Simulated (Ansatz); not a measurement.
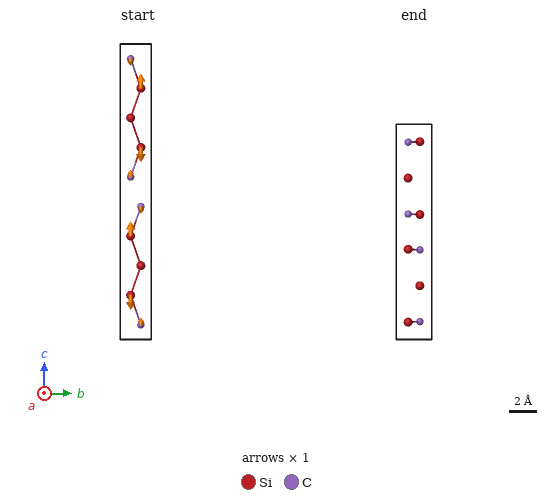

The structure of a crystal of Si$_{3}$C$_{2}$ (a generated structure, set up in P6_3/mmc) (coarse preliminary run) before (left) and after (right) a relaxation, at one scale. The orange arrows give the displacements (the part carried along by the change of the cell is left out), at their true length.

A ball-and-stick model of the cell of the calculation, seen along the a axis.

Level of theory: Ansatz 0.2.0, DFT PBE, scalar-relativistic, plane waves, PAW. Settings: plane-wave cutoff 420 eV; k-point mesh 6 × 6 × 1; occupations gaussian; smearing width 0.1 eV; no spin polarisation; cell and atoms relaxed; force threshold 0.04 eV/Å; at most 70 steps.

Question: Summarise the run.

Answer: The largest moves relative to the cell, 1.13 Å, are those of Si atoms. By element the largest moves are Si 1.13 Å, C 0.55 Å. Cell: a = b 2.704 → 3.099 Å (+14.6 %), c 22.494 → 16.382 Å (−27.2 %). Volume −4.4 %. Among the contacts that change: C–Si 2.738 → 1.790 Å, Si–Si 2.738 → 3.299 Å, Si–Si 2.704 → 3.099 Å. The space group stays P6_3/mmc (No. 194). Over 15 accepted moves (17 points after the start) the energy falls by 1944 meV per atom. Largest force component: 1.3 eV/Å at the start, 0.0031 eV/Å at the end. The pressure goes from −12.91 to 0.01 GPa. The SCF was repeated twice at an unchanged geometry on a basis and grid sized afresh for the cell, which shifted the energy by 8.4 meV per atom at most. Cost: 58 s on 1 thread of Intel(R) Xeon(R) Processor @ 2.70GHz (shared host), peak memory 0.42 GiB.

Limits of the set-up: the k-point mesh is coarse for a cell with partly filled bands.
